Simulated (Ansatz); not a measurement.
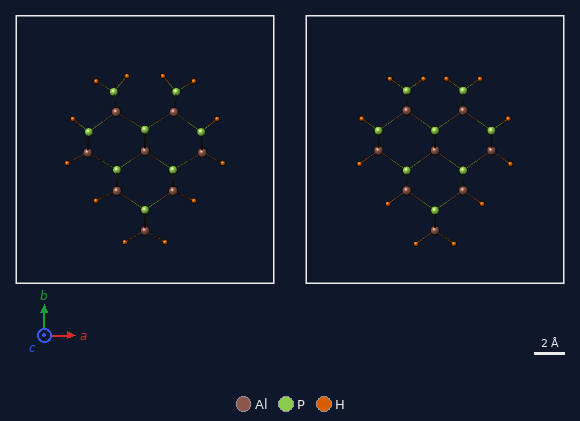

Two geometries of a wire of composition Al₂P₂H₃, drawn at one scale. One is the start of a relaxation, the other its converged end. A ball-and-stick model of the cell of the calculation, with the vacuum cut short (origin shifted), seen along the c axis.

The calculation used DFT PBE, scalar-relativistic, plane waves, PAW (Ansatz 0.2.0). (plane-wave cutoff 420 eV; k-point mesh 1 × 1 × 9; occupations gaussian; smearing width 0.05 eV; no spin polarisation; cell relaxed at fixed a, b, alpha, beta, gamma; force threshold 0.02 eV/Å; at most 45 steps)

### Which of the two is the end point?

The left one is the relaxed one. Case: wire along [1 1 0], 16 atoms a period, capped with H. The largest moves relative to the centre of the atoms, 0.49 Å, are those of H atoms. Largest moves by element: H 0.49 Å, P 0.22 Å, Al 0.16 Å. Along the periodic axis the drawn cell goes c 3.894 → 3.966 Å (+1.9 %). Near-neighbour distances that change, for instance: Al–P 2.385 → 2.474 Å, Al–P 2.385 → 2.446 Å, Al–P 2.385 → 2.328 Å, Al–H 1.600 → 1.588 Å. Among the angles between lasting bonds that change: P–Al–H 109.5° → 122.6°, P–Al–H 109.5° → 121.0°, H–Al–H 109.5° → 120.7°. The energy falls by 0.820 eV per cell of the calculation in 7 accepted moves (8 points after the start). Largest force component: 1.3 eV/Å at the start, 0.0032 eV/Å at the end. At 1 point the geometry stayed and the basis and grid were re-selected for the new cell (energy shift of 4.4 meV per cell of the calculation at most each time).
